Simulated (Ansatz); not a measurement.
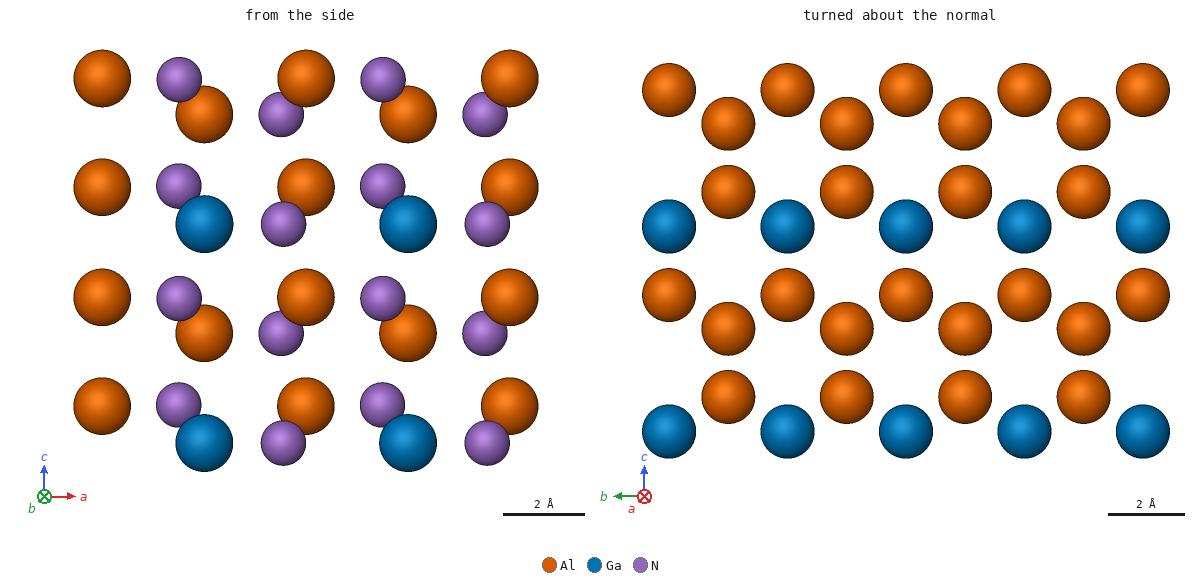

A spheres-only picture of a periodic slab, seen from the side and turned about the normal. The surface normal points up in side views; the vacuum is left out. 2×4 cells are drawn in the plane, with atoms at the edges repeated.

The cell holds 6 Al, 2 Ga, 8 N.

**Which atoms form the outer planes?**

The top face ends in Al and N, the bottom face in Ga and N. The faces differ, so the slab can carry a dipole.

**What is the slab's thickness, atom centre to atom centre?**

About 9 Å from the lowest to the highest atom.

**Count the planes and say what each contains, starting at the top.**

Eight planes: AlN / AlN / AlN / GaN / AlN / AlN / AlN / GaN.

Origin of the cell: a structure listed in the Materials Project. The cell was then strained or its atoms displaced on purpose. It was run through Ansatz as a DFT input.

At this level of theory the run's own cell isn't at rest (forces up to 2.8 eV/Å), so its distances can differ from those at equilibrium, the more so the softer the solid.
